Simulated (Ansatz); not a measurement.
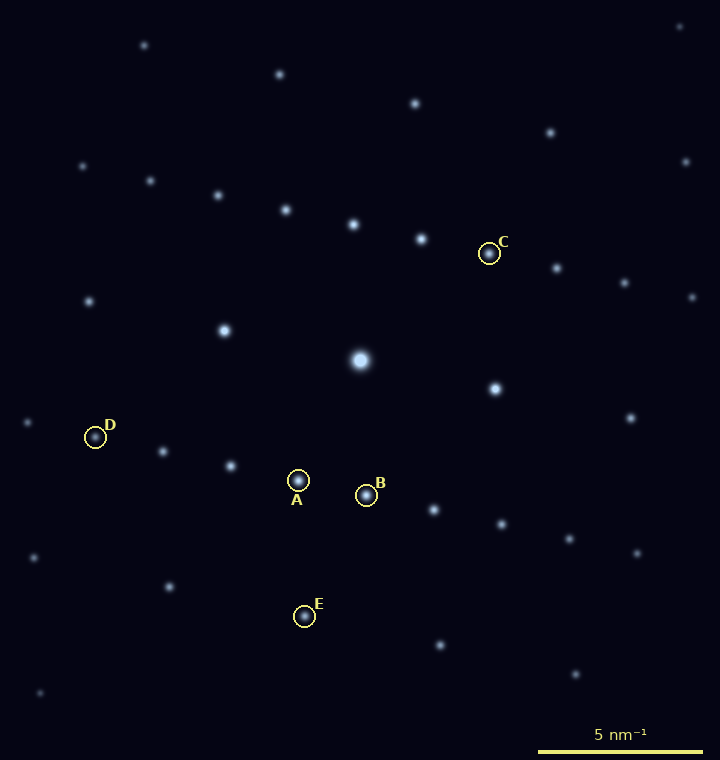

Simulated selected-area electron diffraction pattern (200 kV, kinematic approximation, thin crystal, B = 0.8 Å² for all atoms). The zone axis points towards the electron source and the pattern is seen from the source side.

Crystal: Ti, space group Fddd (No. 70), a = 2.863 Å, b = 5.114 Å, c = 9.446 Å. Structure: the end point of a relaxation with DFT PBE, scalar-relativistic, plane waves, PAW (Ansatz 0.2.0); the starting structure was generated, so it need not be a known form of this composition.

```json
{"atom": "Ti", "site": "8b", "symmetry": "222", "x": "0.7500", "y": "0.7500", "z": "0.7500"}
```

Spot A is indexed -1 1 -1 and spot B -1 1 1.

**What are the indices of the remaining marked spots?**

C = −2A + B = 1 -1 3 (d = 1.957 Å). D = 4A − 3B = -1 1 -7 (d = 1.187 Å). E = A + B = -2 2 0 (d = 1.249 Å).

**Find the zone axis.**

The cross product of A and B is parallel to [110]; every spot obeys hu + kv + lw = 0.
